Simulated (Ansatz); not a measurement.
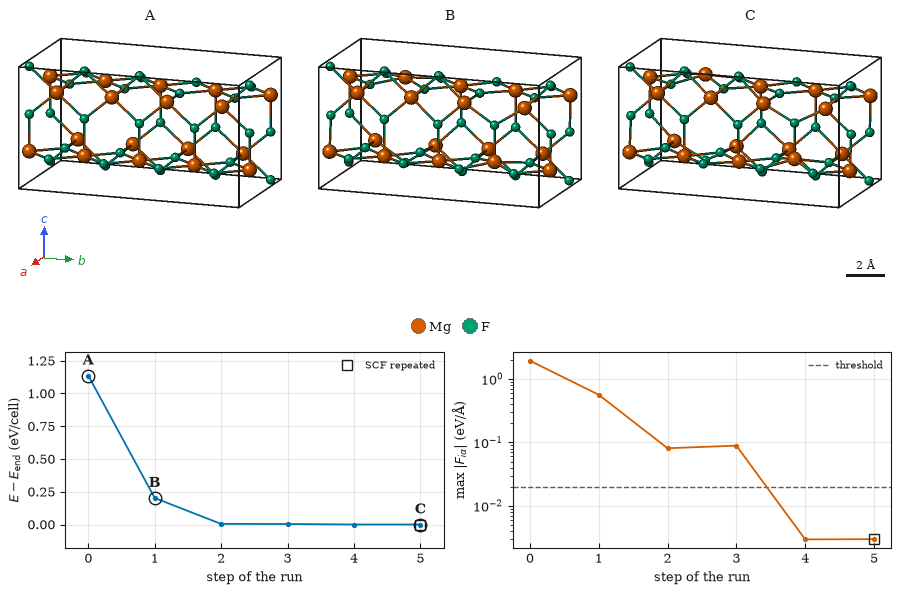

Frames of a relaxation of a defect cell of composition Mg₈F₁₅ (cell charge +1), marked on the history of the run. Style: ball-and-stick. Shown: the conventional cell (2 times the calculation's cell) (origin shifted), slightly off an axis. Lengths and directions refer to the drawn axes.

Case: F vacancy, atoms relaxed.

The calculation used DFT PBE, scalar-relativistic, plane waves, PAW in Ansatz 0.2.0. Settings: plane-wave cutoff 420 eV; k-point mesh 4 × 4 × 4; occupations gaussian; smearing width 0.05 eV; no spin polarisation; atoms relaxed in a fixed cell; force threshold 0.02 eV/Å; at most 50 steps.

**Describe the path.**

After 4 accepted moves (5 points after the start) the energy has fallen by 1.137 eV per cell of the calculation. Largest force component: 1.9 eV/Å at the start, 0.003 eV/Å at the end. 1 step only repeated the SCF at the same geometry. A Mg atom moves most: 0.35 Å along +c. By element the largest moves are Mg 0.35 Å, F 0.29 Å. The cell stays as it was. Among the contacts that change: F–Mg 2.023 → 1.919 Å, F–Mg 2.023 → 1.961 Å, F–Mg 2.023 → 1.983 Å, F–Mg 2.017 → 2.053 Å. Bond angles that change, for instance: Mg–F–Mg 99.7° → 124.7°, F–Mg–F 180.0° → 158.9°, F–Mg–F 180.0° → 163.0°. Cost: 80 s on 4 threads of Arm Neoverse V2 (shared host), peak memory 1.1 GiB. From step 0 to 1: a Mg atom moves most (0.19 Å), energy −0.934 eV per cell of the calculation. From step 1 to 5: a Mg atom moves most (0.15 Å), energy −0.202 eV per cell of the calculation.

Limits of the set-up: the periodic images lie only 6.6 Å apart, so the values are limited by the cell's size; the cell is charged, on a uniform background, and energies carry no finite-size correction.
